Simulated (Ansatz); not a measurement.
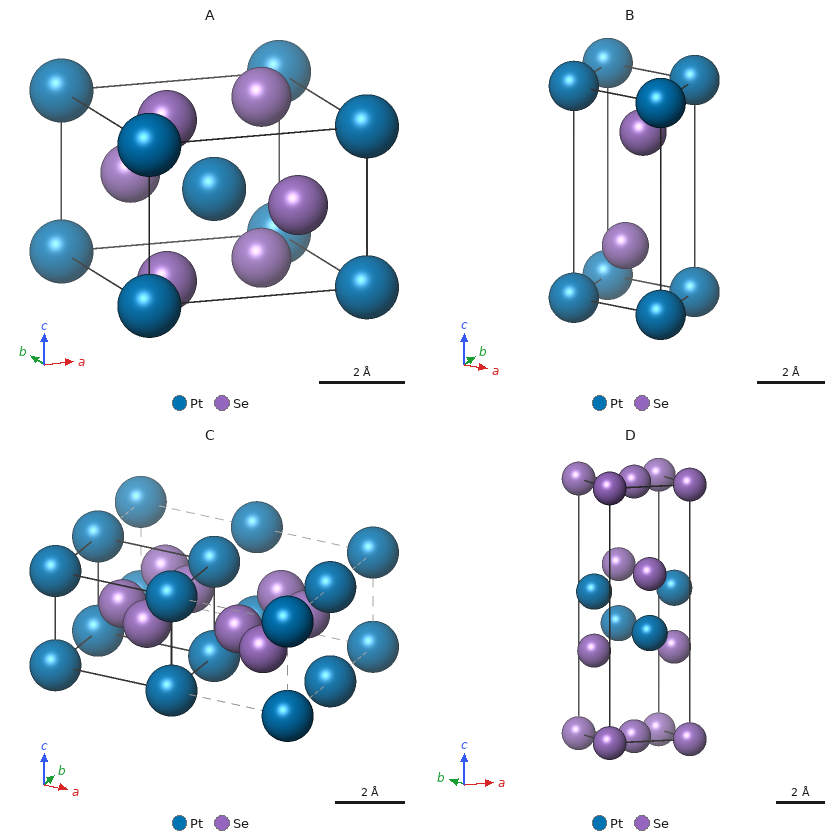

Four structures of PtSe$_{2}$, each relaxed to rest (conventional cells in solid outline, small ones repeated, each panel with its own scale). Method: DFT PBE, scalar-relativistic, plane waves, PAW (Ansatz), without spin polarisation.

### Give the type and space group of each panel.

A: 6 atoms a cell on a primitive orthorhombic lattice, Pnnm; B: cadmium iodide (CdI₂, 1T) type, P-3m1; C: AlB₂ type, P6/mmm; D: 6 atoms a cell on a primitive tetragonal lattice, P4/nmm.

### Rank them by energy, lowest first.

B, then A (+191 meV/atom), D (+526 meV/atom) and C (+1018 meV/atom), energies at zero smearing.

### Collect the results in a table.

| panel | structure | E − E(lowest) (meV/atom) | volume (Å³/atom) | gap (eV) |
| --- | --- | --- | --- | --- |
| B | P-3m1 | 0 | 26.4 | 1.43 |
| A | Pnnm | 191 | 21.4 | metal |
| D | P4/nmm | 526 | 23.3 | metal |
| C | P6/mmm | 1018 | 18.6 | metal |

Some of these may be structure types tried for this composition rather than known phases, and the most stable form need not be among them. Gaps are taken on the k-mesh or band path of each run.
